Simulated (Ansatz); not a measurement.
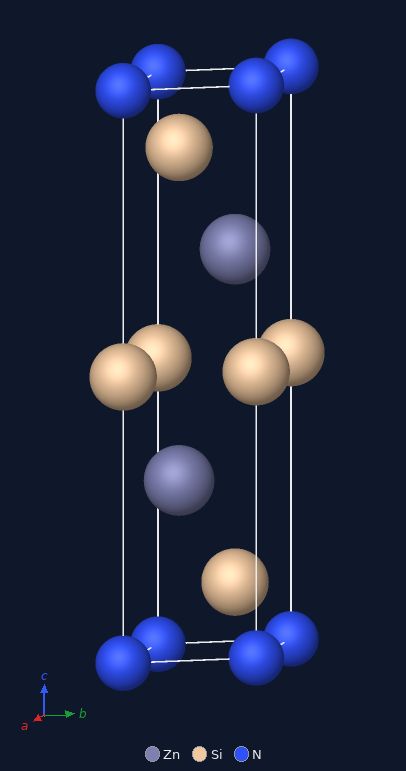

Drawn in the spheres-only manner and seen slightly off an axis. One conventional unit cell is framed, with atoms on its boundary repeated. Cell: a = 2.79 Å, b = 2.79 Å, c = 11.71 Å, α = 90.00°, β = 90.00°, γ = 120.00°.

The cell started as a structure type filled with these elements by a generator (whether the compound takes this form wasn't checked). Earlier steps of the study, as a rule a relaxation of our own, may have changed the cell and positions, so they can lie some per cent off the listed ones. It was run through Ansatz as a DFT input.

**Characterise what is shown.**

It has the composition Zn₂Si₃N. The symmetry is that of P-3m1 (No. 164), on a primitive hexagonal lattice. In the cell are 2 Zn, 3 Si, 1 N, which makes 1 formula unit.

Run with DFT PBE, scalar-relativistic, plane waves, PAW in Ansatz 0.2.0 and these settings: plane-wave cutoff 420 eV, the zone sampled with 18×18×4 points, Gaussian smearing of 0.1 eV, no spin polarisation.

**Metal or not?**

A metal: bands cross the Fermi level.

**How are the electrons shared out in a Bader analysis?**

Zn +0.16 e; Si -0.12 to +0.96 e; N -2.11 e.

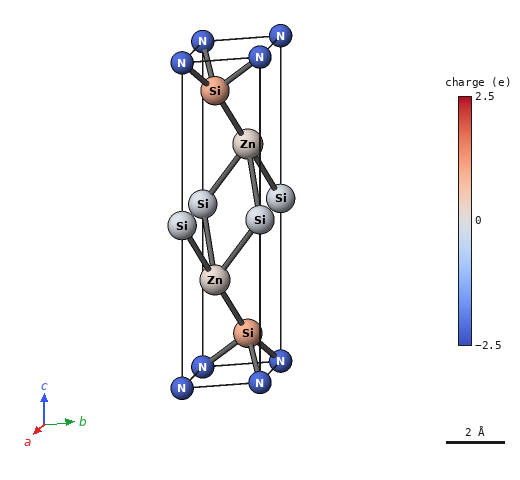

The atoms coloured by those charges. The run's cell of 6 atoms is drawn.

**Is the structure in equilibrium?**

Yes. All forces vanish to within 0.01 eV/Å. The pressure is 0.0 GPa, close to zero.
